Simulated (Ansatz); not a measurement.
System: ZnCu, space group Pm-3m (No. 221) (one of a set of cubic test structures, which need not be the stable phase).

Method: equation of state of a cubic crystal from periodic Kohn-Sham density functional theory without spin, third-order Birch-Murnaghan fit to the free energies; pressure corrected for the finite basis (Ansatz 0.2.0 development build). Level: HSE06.

structure type CsCl; atoms in cell 2; space group number 221; lattice centring simple cubic; k mesh 4×4×4; occupation method Fermi–Dirac; occupation width 0.1 eV; wave cutoff 420 eV; datasets soft-1 PAW; density tolerance 0 eV; bands 20; density cutoff ratio 4; search for lower states default; exchange singularity regularized.

Describe the result: the energy above the lowest point and pressure against volume. The volume takes the values 12.05, 12.44, 12.84, 13.23, 13.62 Å³/atom.

A third-order Birch–Murnaghan fit gives V0 = 12.87 Å³/atom, B0 = 116 GPa and B′ = 5.1. The energy above the lowest point is 21.8 meV/atom at volume 12.05 Å³/atom and 14.0 meV/atom at 13.62 Å³/atom; the lowest computed point is at volume 12.84 Å³/atom (0.0 meV/atom), and no other minimum shows. The pressure falls from 9.1 GPa at volume 12.05 Å³/atom to −5.8 GPa at 13.62 Å³/atom, and changes sign near 12.88 Å³/atom.

```json
{"volume (Å³/atom)": "12.05", "energy above the lowest point (meV/atom)": "21.8", "pressure (GPa)": "9.1"}
{"volume (Å³/atom)": "12.44", "energy above the lowest point (meV/atom)": "5.5", "pressure (GPa)": "4.3"}
{"volume (Å³/atom)": "12.84", "energy above the lowest point (meV/atom)": "0.0", "pressure (GPa)": "0.3"}
{"volume (Å³/atom)": "13.23", "energy above the lowest point (meV/atom)": "3.3", "pressure (GPa)": "-3.0"}
{"volume (Å³/atom)": "13.62", "energy above the lowest point (meV/atom)": "14.0", "pressure (GPa)": "-5.8"}
```

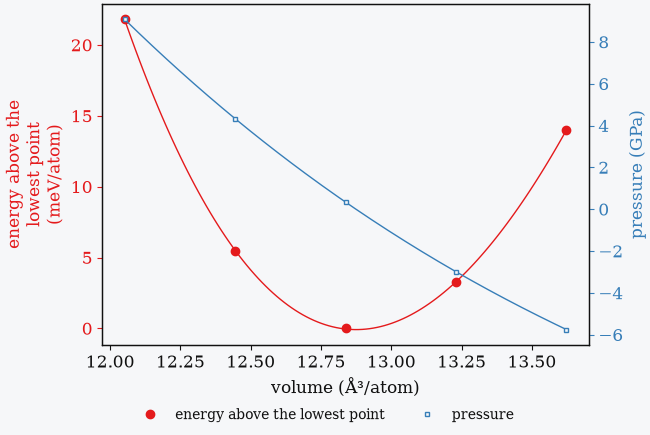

Limits of the calculation: coarse k-mesh, values are not converged in k.
